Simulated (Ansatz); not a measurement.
**FeCo3: geometry relaxation (part 1 of 2)**

The run: geometry relaxation of FeCo3 (P4/mmm, 4 atoms in the cell). Method and program: DFT LDA, scalar-relativistic, plane waves, PAW, spin-polarised (Ansatz 0.2.0).

The structure derives from a Materials Project entry. It belongs to a series of runs on one base structure; here: relaxed functional: LDA. Figures and captions count atoms from 1; the log counts them from 0 in places.

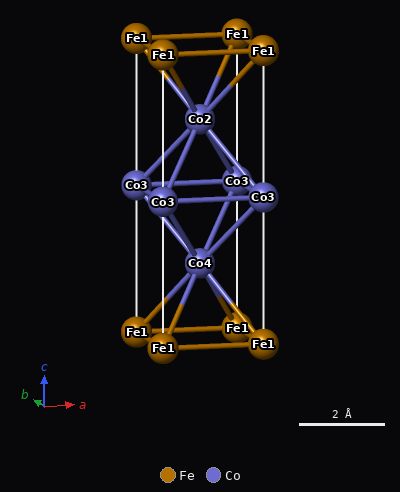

The structure as given in the input (ball-and-stick view of the cell of the calculation, seen slightly off an axis; atoms are numbered from 1 in the order of the input). An atom can appear more than once, as a periodic image.

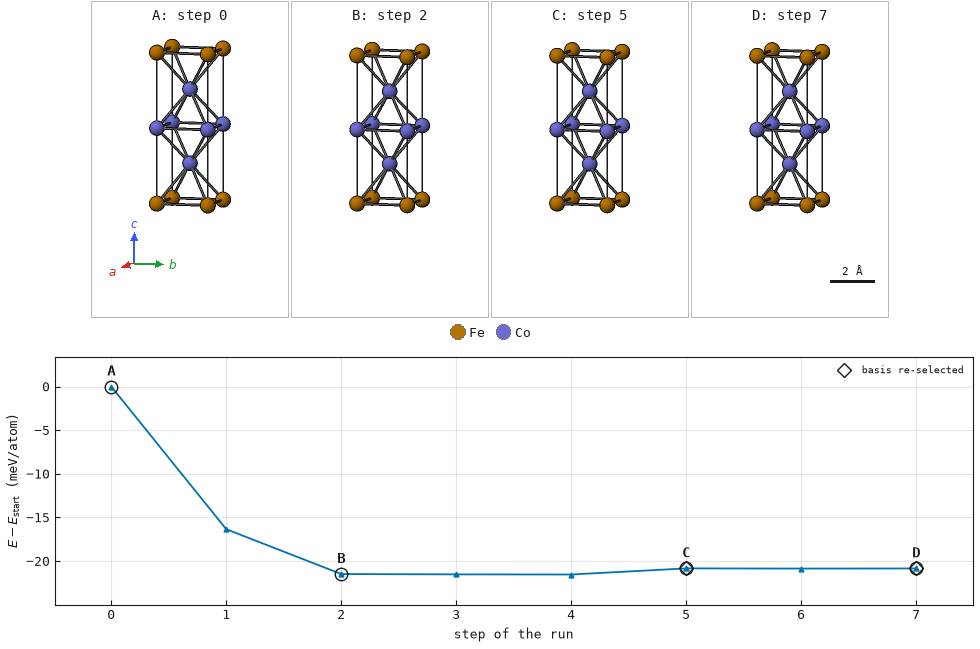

Frames of the relaxation (ball-and-stick view of the cell of the calculation, seen slightly off an axis) above the curves, on which the letters mark them (the first geometry is step 0 here and step 1 in the log).

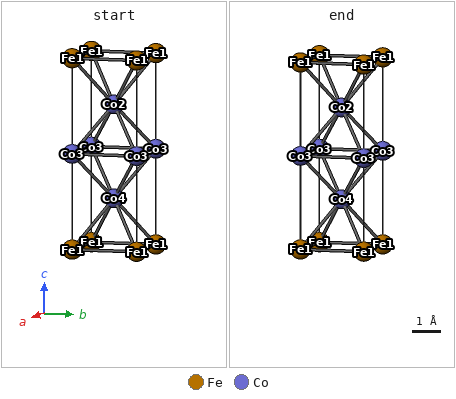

Before (left) and after (right) the relaxation, at one scale (ball-and-stick view of the cell of the calculation, seen slightly off an axis). The energy falls by 20.9 meV per atom in 5 geometry steps. Largest force component: 0.12 eV/Å at the start, 0.00022 eV/Å at the end. The pressure goes from −11.48 to −0.01 GPa. The basis was re-selected once at an unchanged geometry, which shifts the energy a little without any move. No atom moves by more than 0.005 Å relative to the cell. The drawn cell changes as follows: a = b 2.466 → 2.427 Å (−1.6 %), c 7.063 → 6.906 Å (−2.2 %); the volume changes by −5.3 %. Among the contacts that change: Fe1–Co2 2.505 → 2.457 Å, Co2–Co3 2.459 → 2.412 Å, Fe1–Fe1 2.466 → 2.427 Å, Co2–Co2 2.466 → 2.427 Å. The space group stays P4/mmm (No. 123). The energy change given includes the shifts at the re-selections in mid-walk, which come without any move. A last SCF at the same geometry on a re-selected plane-wave basis shifts the energy by +0.0 meV per atom. (Atoms are counted from 1 in the order of the input.)

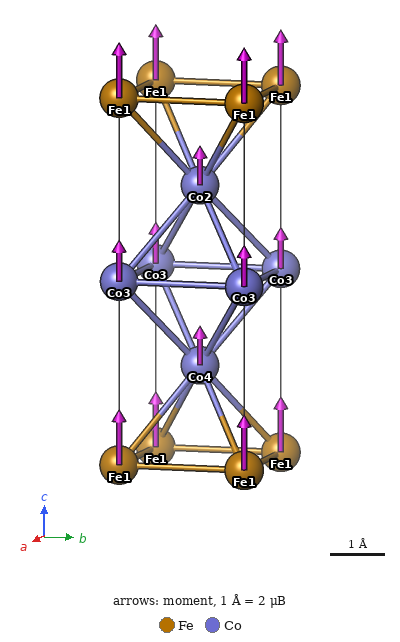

Magnetic moments of the sites as pink arrows (ball-and-stick view of the cell of the calculation, seen slightly off an axis; atoms are numbered from 1 in the order of the input); small moments hardly show. The run is collinear, so the axis drawn is arbitrary. Site moments: Fe1 (2.12 μB); Co3 (1.60 μB); Co2, Co4 (1.51 μB). They are counted near the atoms and needn't add up to the moment of the cell.

These pictures come from the run below.

The input:
```yaml
crystal:
  lattice:
    - [2.46601, 0.0, 0.0]
    - [0.0, 2.46601, 0.0]
    - [0.0, 0.0, 7.063459]
  atoms:
    - { symbol: Fe, position: [0.0, 0.0, 0.0], spin: 2.67 }
    - { symbol: Co, position: [0.5, 0.5, 0.745404], spin: 1.82 }
    - { symbol: Co, position: [0.0, 0.0, 0.5], spin: 1.9 }
    - { symbol: Co, position: [0.5, 0.5, 0.254596], spin: 1.82 }
basis:
  ecutwfc: 420
kpoints:
  mp_grid: { grid: [16, 16, 6] }
hamiltonian:
  xc: lda
scf:
  occupations: { method: gaussian, width: 0.1 }
output:
  forces: true
  stress: true
  eigenvalues: true
  populations: true
magnetization:
  spin_polarized: true
relax:
  adjacent_minimum: "off"
  f_tol: 0.01
  max_steps: 60
  cell: { stress_tol: 0.05 }
```

Run as:
```bash
ansatz run input.yaml --threads 1 --pin off --max-ram 2560MiB --backend cpu --events-out ev --progress --plain --runs-dir out
```

Output:
```
Engine: ansatz 0.2.0, x86_64-unknown-linux-gnu
Pseudopotentials: kind: paw
Pseudopotential: Fe, paw, valence charge 16, recommended cutoff 420 eV (normal), Fe.paw.azcp
Pseudopotential: Co, paw, valence charge 17, recommended cutoff 420 eV (normal), Co.paw.azcp
Functional definition: SPW92
  exchange = slater_x
  correlation = pw_c
Crystal: 4 atoms, lattice volume = 42.954 Å³
Basis set: ecut = 420 eV, 807 PW (Γ)
Bands: 46, of which v1, the nominal top of the filled ones, is band 34 counted from 1 (33 counted from 0)
Symmetry: 16 space group operations
Space group: P4/mmm (ITA 123), of the structure as read, at distance tolerance 3.5e-5 Å
Magnetic group: BNS 123.339 (UNI 999), of the structure as read, at distance tolerance 3.5e-5 Å
k-points: 180 of 1536
Non-local potential: Fe, projectors of the file, l = 0: 3, l = 1: 2, l = 2: 3, l = 3: 1
Non-local potential: Co, projectors of the file, l = 0: 3, l = 1: 2, l = 2: 3, l = 3: 1
PAW form: soft (Blöchl's): semilocal exchange-correlation on the pseudo side does not see the compensation charge
PAW frozen core: Fe, regenerated for the run's functional, and the local potential with it (the file was generated under x = pbe(κ = 0.804, μ = 0.2195149727645171), c = pbe(β = 0.06672455060314922))
PAW frozen core: Co, regenerated for the run's functional, and the local potential with it (the file was generated under x = pbe(κ = 0.804, μ = 0.2195149727645171), c = pbe(β = 0.06672455060314922))
PAW one-centre angular grid: Fe, 590 points (default); XC on 64 Gauss nodes
PAW one-centre angular grid: Co, 590 points (default); XC on 64 Gauss nodes
Initial density: superposition of atomic densities (chi_scale 0.1, normalization cell)
Starting moments: Σ|m| = 8.21 μB on 4 of 4 sites
Initial wavefunctions: pseudopotential atomic-orbital guess
Functional: x = slater, c = lda
SCF iter   1: F=—  HF=-19607.320354 eV  |F-HF|=—  |Δ(HF+E_count)|=         —  Δρ=9.89e-2 (↑6.37e-2 ↓9.89e-2)  dr2=6.32e0  dr2_m=2.27e-1  M=7.430 μB ∫|m|=7.599 μB  β_m=0.30  ethr=3.10e-3  ⟨swp⟩=5.5  Hψ=53603  notcnv=0  defer=303
Mixer restart at iter 1: flushing history
preconditioner: auto → Kerker (q_TF=auto, 2.938 Å⁻¹)  [metal: Δε(μ)=0.006 eV  Ē_g=9.086 eV  σ=0.100 eV  W_gap=0.04  n_scr=18 (ndim 8)  ℏωp=33.5 eV  f_vac=0.000  D(μ)=4.30/eV (n_scr^D=56)]
spin=Collinear: Kerker preconditioning applied to the charge; magnetization (m = ρ↑ − ρ↓) channel mixes plain (no charge-response kernel on spin).
SCF iter   2: F=—  HF=-19605.228617 eV  |F-HF|=—  |Δ(HF+E_count)|=    2.09e0  Δρ=3.90e-2 (↑1.31e-2 ↓3.90e-2)  dr2=4.90e-1  dr2_m=1.79e-1  M=7.491 μB ∫|m|=7.700 μB  β_m=0.35  ethr=3.10e-3  ⟨swp⟩=2.1  Hψ=27900  notcnv=0  defer=1641
SCF iter   3: F=—  HF=-19606.393061 eV  |F-HF|=—  |Δ(HF+E_count)|=    1.16e0  Δρ=1.66e-2 (↑1.66e-2 ↓1.12e-2)  dr2=3.04e-2  dr2_m=5.89e-2  M=7.420 μB ∫|m|=7.682 μB  β_m=0.55  ethr=7.31e-4  ⟨swp⟩=2.0  Hψ=20161  notcnv=0  defer=1644
SCF iter   4: F=—  HF=-19607.665010 eV  |F-HF|=—  |Δ(HF+E_count)|=         —  Δρ=1.56e-2 (↑1.05e-2 ↓1.56e-2)  dr2=1.62e-1  dr2_m=8.34e-3  M=7.213 μB ∫|m|=7.515 μB  β_m=0.55  ethr=4.54e-5  ⟨swp⟩=2.0  Hψ=31630  notcnv=0  defer=1642
Mixer restart at iter 4: flushing history
SCF iter   5: F=—  HF=-19607.923503 eV  |F-HF|=—  |Δ(HF+E_count)|=   2.58e-1  Δρ=5.65e-3 (↑4.86e-3 ↓5.65e-3)  dr2=1.80e-2  dr2_m=5.55e-3  M=7.165 μB ∫|m|=7.482 μB  β_m=0.63  ethr=4.54e-5  ⟨swp⟩=2.0  Hψ=32353  notcnv=0  defer=1641
SCF iter   6: F=—  HF=-19607.982229 eV  |F-HF|=—  |Δ(HF+E_count)|=   5.87e-2  Δρ=8.17e-3 (↑3.97e-3 ↓8.17e-3)  dr2=4.94e-2  dr2_m=2.68e-3  M=7.123 μB ∫|m|=7.449 μB  β_m=0.80  ethr=2.68e-5  ⟨swp⟩=2.0  Hψ=27694  notcnv=0  defer=1659
SCF iter   7: F=—  HF=-19607.990353 eV  |F-HF|=—  |Δ(HF+E_count)|=   8.12e-3  Δρ=4.82e-3 (↑2.78e-3 ↓4.82e-3)  dr2=1.40e-2  dr2_m=5.44e-4  M=7.090 μB ∫|m|=7.426 μB  β_m=0.76  ethr=2.68e-5  ⟨swp⟩=2.0  Hψ=31554  notcnv=0  defer=1654
SCF iter   8: F=—  HF=-19607.995321 eV  |F-HF|=—  |Δ(HF+E_count)|=   4.97e-3  Δρ=3.11e-3 (↑2.40e-3 ↓3.11e-3)  dr2=5.84e-3  dr2_m=4.98e-4  M=7.089 μB ∫|m|=7.422 μB  β_m=0.88  ethr=2.09e-5  ⟨swp⟩=2.1  Hψ=21556  notcnv=0  defer=1657
SCF iter   9: F=—  HF=-19607.995596 eV  |F-HF|=—  |Δ(HF+E_count)|=   2.76e-4  Δρ=7.79e-4 (↑7.07e-4 ↓7.79e-4)  dr2=7.88e-4  dr2_m=5.98e-6  M=7.100 μB ∫|m|=7.433 μB  β_m=0.87  ethr=8.72e-6  ⟨swp⟩=2.0  Hψ=29398  notcnv=0  defer=1651
SCF iter  10: F=—  HF=-19607.995528 eV  |F-HF|=—  |Δ(HF+E_count)|=   6.80e-5  Δρ=4.10e-4 (↑2.86e-4 ↓4.10e-4)  dr2=1.87e-4  dr2_m=3.66e-6  M=7.095 μB ∫|m|=7.428 μB  β_m=0.75  ethr=1.18e-6  ⟨swp⟩=2.0  Hψ=22330  notcnv=0  defer=1656
SCF iter  11: F=—  HF=-19607.995524 eV  |F-HF|=—  |Δ(HF+E_count)|=   4.50e-6  Δρ=3.54e-4 (↑3.54e-4 ↓3.18e-4)  dr2=1.02e-4  dr2_m=7.47e-7  M=7.093 μB ∫|m|=7.426 μB  β_m=0.60  ethr=2.79e-7  ⟨swp⟩=2.0  Hψ=21814  notcnv=0  defer=1656
SCF iter  12: F=—  HF=-19607.995509 eV  |F-HF|=—  |Δ(HF+E_count)|=   1.52e-5  Δρ=1.19e-4 (↑1.19e-4 ↓1.06e-4)  dr2=1.20e-5  dr2_m=7.15e-7  M=7.094 μB ∫|m|=7.427 μB  β_m=0.80  ethr=1.53e-7  ⟨swp⟩=2.0  Hψ=20926  notcnv=0  defer=1656
SCF iter  13: F=—  HF=-19607.995511 eV  |F-HF|=—  |Δ(HF+E_count)|=   2.79e-6  Δρ=2.47e-5 (↑1.76e-5 ↓2.47e-5)  dr2=4.06e-7  dr2_m=2.87e-8  M=7.094 μB ∫|m|=7.427 μB  β_m=0.90  ethr=1.79e-8  ⟨swp⟩=2.1  Hψ=22416  notcnv=0  defer=1656
SCF iter  14: F=—  HF=-19611.846309 eV  |F-HF|=—  |Δ(HF+E_count)|=         —  Δρ=3.27e-1 (↑3.27e-1 ↓3.14e-1)  dr2=8.76e-2  dr2_m=4.03e1  M=-0.265 μB ∫|m|=3.469 μB  β_m=1.00  ethr=6.06e-10  ⟨swp⟩=2.0  Hψ=28293  notcnv=0  defer=1656
Mixer restart at iter 14: flushing history
SCF iter  15: F=—  HF=-19607.948445 eV  |F-HF|=—  |Δ(HF+E_count)|=    3.90e0  Δρ=6.87e-2 (↑4.06e-2 ↓6.87e-2)  dr2=2.15e-1  dr2_m=1.16e0  M=-1.064 μB ∫|m|=4.545 μB  β_m=0.90  ethr=7.46e-5  ⟨swp⟩=3.1  Hψ=36357  notcnv=0  defer=1662
SCF iter  16: F=—  HF=-19607.965979 eV  |F-HF|=—  |Δ(HF+E_count)|=   1.75e-2  Δρ=3.99e-2 (↑3.99e-2 ↓8.50e-3)  dr2=3.78e-1  dr2_m=1.40e-1  M=-1.364 μB ∫|m|=4.640 μB  β_m=0.95  ethr=7.46e-5  ⟨swp⟩=2.6  Hψ=35093  notcnv=0  defer=1754
SCF iter  17: F=—  HF=-19608.200659 eV  |F-HF|=—  |Δ(HF+E_count)|=   2.35e-1  Δρ=6.96e-2 (↑1.77e-2 ↓6.96e-2)  dr2=8.68e-1  dr2_m=5.96e-1  M=-1.968 μB ∫|m|=5.473 μB  β_m=0.38  ethr=7.46e-5  ⟨swp⟩=3.5  Hψ=40866  notcnv=0  defer=1738  recentre
SCF iter  18: F=—  HF=-19607.837951 eV  |F-HF|=—  |Δ(HF+E_count)|=   3.63e-1  Δρ=1.69e-2 (↑1.69e-2 ↓5.72e-3)  dr2=4.53e-2  dr2_m=4.46e-2  M=-1.789 μB ∫|m|=5.136 μB  β_m=0.65  ethr=7.46e-5  ⟨swp⟩=2.5  Hψ=34918  notcnv=0  defer=1766
SCF iter  19: F=—  HF=-19607.833387 eV  |F-HF|=—  |Δ(HF+E_count)|=   4.56e-3  Δρ=7.53e-3 (↑7.53e-3 ↓5.54e-3)  dr2=7.28e-3  dr2_m=1.38e-2  M=-2.079 μB ∫|m|=5.387 μB  β_m=0.57  ethr=6.76e-5  ⟨swp⟩=2.0  Hψ=27447  notcnv=0  defer=1765
SCF iter  20: F=—  HF=-19607.830052 eV  |F-HF|=—  |Δ(HF+E_count)|=         —  Δρ=1.06e-3 (↑1.06e-3 ↓7.40e-4)  dr2=2.93e-4  dr2_m=2.24e-4  M=-2.009 μB ∫|m|=5.343 μB  ethr=1.09e-5  ⟨swp⟩=2.0  Hψ=26898  notcnv=0  defer=1750
Mixer restart at iter 20: flushing history
SCF iter  21: F=—  HF=-19607.995512 eV  |F-HF|=—  |Δ(HF+E_count)|=         —  Δρ=5.45e-5 (↑1.15e-5 ↓5.45e-5)  dr2=1.51e-6  dr2_m=2.33e-7  M=7.094 μB ∫|m|=7.428 μB  β_m=0.57  ethr=6.06e-10  ⟨swp⟩=3.3  Hψ=43604  notcnv=0  defer=1208
SCF iter  22: F=—  HF=-19607.995512 eV  |F-HF|=—  |Δ(HF+E_count)|=   5.08e-8  Δρ=5.15e-5 (↑2.79e-5 ↓5.15e-5)  dr2=1.52e-6  dr2_m=7.31e-8  M=7.094 μB ∫|m|=7.427 μB  β_m=0.43  ethr=6.06e-10  ⟨swp⟩=2.0  Hψ=31551  notcnv=0  defer=1208
SCF iter  23: F=—  HF=-19607.995512 eV  |F-HF|=—  |Δ(HF+E_count)|=   5.50e-8  Δρ=2.09e-5 (↑6.72e-6 ↓2.09e-5)  dr2=1.87e-7  dr2_m=2.46e-8  M=7.094 μB ∫|m|=7.427 μB  β_m=0.54  ethr=6.06e-10  ⟨swp⟩=2.0  Hψ=22798  notcnv=0  defer=1208
SCF iter  24: F=—  HF=-19607.995512 eV  |F-HF|=—  |Δ(HF+E_count)|=   2.34e-8  Δρ=1.41e-5 (↑2.19e-6 ↓1.41e-5)  dr2=8.05e-8  dr2_m=1.61e-8  M=7.094 μB ∫|m|=7.427 μB  β_m=0.77  ethr=2.80e-10  ⟨swp⟩=1.1  Hψ=17347  notcnv=0  defer=1208
SCF iter  25: F=—  HF=-19607.995512 eV  |F-HF|=—  |Δ(HF+E_count)|=   1.33e-8  Δρ=6.49e-6 (↑3.04e-6 ↓6.49e-6)  dr2=2.68e-8  dr2_m=3.29e-9  M=7.094 μB ∫|m|=7.427 μB  β_m=0.61  ethr=1.20e-10  ⟨swp⟩=1.7  Hψ=20245  notcnv=0  defer=1208
SCF iter  26: F=—  HF=-19607.995512 eV  |F-HF|=—  |Δ(HF+E_count)|=  1.46e-11  Δρ=4.25e-6 (↑6.13e-7 ↓4.25e-6)  dr2=1.09e-8  dr2_m=1.50e-9  M=7.094 μB ∫|m|=7.427 μB  β_m=0.62  ethr=4.01e-11  ⟨swp⟩=1.6  Hψ=17334  notcnv=0  defer=1208
SCF iter  27: F=-19607.995512 eV  HF=-19607.995512 eV  |F-HF|=1.12e-8  |Δ(HF+E_count)|=  2.36e-10  Δρ=4.41e-6 (↑8.95e-7 ↓4.41e-6)  dr2=1.22e-8  dr2_m=1.39e-9  M=7.094 μB ∫|m|=7.427 μB  ethr=1.63e-11  ⟨swp⟩=6.4  Hψ=55724  notcnv=0
SCF 1 converged in 27 iterations: F = -19607.995512 eV  dr2 = 1.22e-8
  greatest PAW one-centre occupation: 1.003 electrons in one spin orbital (limit 2), on the Fe atom at site 0 (counted from 0), in its partial waves of l = 1
relax step   1: F+E_penalty+E_count = -19607.99551186 eV  Δ(F+E_penalty+E_count) = +0.000e0 eV  max|allowed force component| = 1.224e-1 eV/Å  Δτ_max = 0.0000 Å  P = -11.481 GPa  Ω = 42.954 Å³  (27 SCF iters, dr2 threshold 1.00e-7 eV, accepted)
Crystal: 4 atoms, lattice volume = 41.783 Å³
Basis set: ecut = 420 eV, 791 PW (Γ)
Initial density: handed on by an earlier stage of this run
Starting moments: Σ|m| = 8.21 μB on 4 of 4 sites; this step starts from the density that it was given
Initial wavefunctions: those handed on with the density
iter 1 solved again at ethr=5.37e-5 eV; its pass at ethr=3.10e-3 eV (dr2=3.60e-2 eV) is discarded
SCF iter   1: F=—  HF=-19608.067732 eV  |F-HF|=—  |Δ(HF+E_count)|=         —  Δρ=1.19e-2 (↑1.19e-2 ↓4.54e-3)  dr2=3.72e-2  dr2_m=1.73e-2  M=6.949 μB ∫|m|=7.254 μB  β_m=0.30  ethr=5.37e-5  ⟨swp⟩=1.8  Hψ=68904  notcnv=0
preconditioner: auto → Kerker (q_TF=auto, 2.952 Å⁻¹)  [metal: Δε(μ)=0.002 eV  Ē_g=9.570 eV  σ=0.100 eV  W_gap=0.01  n_scr=18 (ndim 8)  ℏωp=34.0 eV  f_vac=0.000  D(μ)=4.92/eV (n_scr^D=74)]
spin=Collinear: Kerker preconditioning applied to the charge; magnetization (m = ρ↑ − ρ↓) channel mixes plain (no charge-response kernel on spin).
SCF iter   2: F=—  HF=-19608.053343 eV  |F-HF|=—  |Δ(HF+E_count)|=   1.44e-2  Δρ=5.11e-3 (↑5.11e-3 ↓2.50e-3)  dr2=5.96e-3  dr2_m=4.41e-3  M=6.975 μB ∫|m|=7.283 μB  β_m=0.41  ethr=5.37e-5  ⟨swp⟩=2.3  Hψ=23782  notcnv=0
SCF iter   3: F=—  HF=-19608.053909 eV  |F-HF|=—  |Δ(HF+E_count)|=   5.66e-4  Δρ=1.66e-3 (↑1.35e-3 ↓1.66e-3)  dr2=2.08e-4  dr2_m=6.66e-4  M=6.975 μB ∫|m|=7.285 μB  β_m=0.62  ethr=8.89e-6  ⟨swp⟩=1.7  Hψ=17748  notcnv=0
SCF iter   4: F=—  HF=-19608.059143 eV  |F-HF|=—  |Δ(HF+E_count)|=   5.23e-3  Δρ=1.30e-3 (↑4.27e-4 ↓1.30e-3)  dr2=6.90e-4  dr2_m=9.35e-5  M=6.961 μB ∫|m|=7.272 μB  β_m=0.81  ethr=3.10e-7  ⟨swp⟩=2.0  Hψ=28793  notcnv=0
SCF iter   5: F=—  HF=-19608.060661 eV  |F-HF|=—  |Δ(HF+E_count)|=   1.52e-3  Δρ=5.26e-4 (↑5.13e-4 ↓5.26e-4)  dr2=3.31e-5  dr2_m=8.72e-5  M=6.947 μB ∫|m|=7.258 μB  β_m=0.91  ethr=3.10e-7  ⟨swp⟩=2.0  Hψ=28749  notcnv=0
SCF iter   6: F=—  HF=-19608.060940 eV  |F-HF|=—  |Δ(HF+E_count)|=   2.78e-4  Δρ=6.61e-4 (↑6.61e-4 ↓2.34e-4)  dr2=8.51e-5  dr2_m=5.27e-5  M=6.938 μB ∫|m|=7.250 μB  β_m=0.75  ethr=4.94e-8  ⟨swp⟩=2.0  Hψ=28828  notcnv=0
SCF iter   7: F=—  HF=-19608.060870 eV  |F-HF|=—  |Δ(HF+E_count)|=   6.97e-5  Δρ=1.50e-4 (↑9.58e-5 ↓1.50e-4)  dr2=1.16e-5  dr2_m=7.69e-7  M=6.936 μB ∫|m|=7.247 μB  β_m=0.80  ethr=4.94e-8  ⟨swp⟩=2.0  Hψ=28689  notcnv=0
SCF iter   8: F=—  HF=-19608.060896 eV  |F-HF|=—  |Δ(HF+E_count)|=   2.58e-5  Δρ=2.82e-5 (↑1.16e-5 ↓2.82e-5)  dr2=2.40e-7  dr2_m=8.15e-8  M=6.939 μB ∫|m|=7.250 μB  β_m=0.90  ethr=1.73e-8  ⟨swp⟩=2.0  Hψ=28670  notcnv=0
SCF iter   9: F=—  HF=-19608.060896 eV  |F-HF|=—  |Δ(HF+E_count)|=   2.67e-7  Δρ=2.18e-5 (↑1.56e-5 ↓2.18e-5)  dr2=2.59e-7  dr2_m=6.79e-8  M=6.938 μB ∫|m|=7.250 μB  β_m=0.95  ethr=3.58e-10  ⟨swp⟩=2.0  Hψ=28296  notcnv=0
SCF iter  10: F=—  HF=-19608.060896 eV  |F-HF|=—  |Δ(HF+E_count)|=   2.07e-7  Δρ=1.16e-5 (↑7.71e-6 ↓1.16e-5)  dr2=1.32e-7  dr2_m=5.46e-9  M=6.939 μB ∫|m|=7.250 μB  β_m=0.95  ethr=3.58e-10  ⟨swp⟩=2.2  Hψ=27882  notcnv=0
SCF iter  11: F=—  HF=-19608.060896 eV  |F-HF|=—  |Δ(HF+E_count)|=   4.32e-8  Δρ=1.97e-5 (↑1.97e-5 ↓6.38e-6)  dr2=7.76e-8  dr2_m=3.97e-8  M=6.939 μB ∫|m|=7.250 μB  β_m=0.74  ethr=1.97e-10  ⟨swp⟩=2.0  Hψ=28564  notcnv=0
SCF iter  12: F=-19608.060896 eV  HF=-19608.060896 eV  |F-HF|=2.05e-8  |Δ(HF+E_count)|=   3.97e-8  Δρ=5.44e-6 (↑4.17e-6 ↓5.44e-6)  dr2=2.41e-8  dr2_m=3.29e-10  M=6.939 μB ∫|m|=7.250 μB  ethr=1.16e-10  ⟨swp⟩=1.3  Hψ=47272  notcnv=0
SCF 2 converged in 12 iterations: F = -19608.060896 eV  dr2 = 2.41e-8
[... from here on the iterations of each SCF are left out, up to the last one ...]
relax step   2: F+E_penalty+E_count = -19608.06089608 eV  Δ(F+E_penalty+E_count) = -6.538e-2 eV  max|allowed force component| = 6.098e-2 eV/Å  Δτ_max = 0.0018 Å  P = -5.611 GPa  Ω = 41.783 Å³  energy of the carried Pulay correction = +2.079e-3 eV  (12 SCF iters, dr2 threshold 4.00e-7 eV, accepted)
```
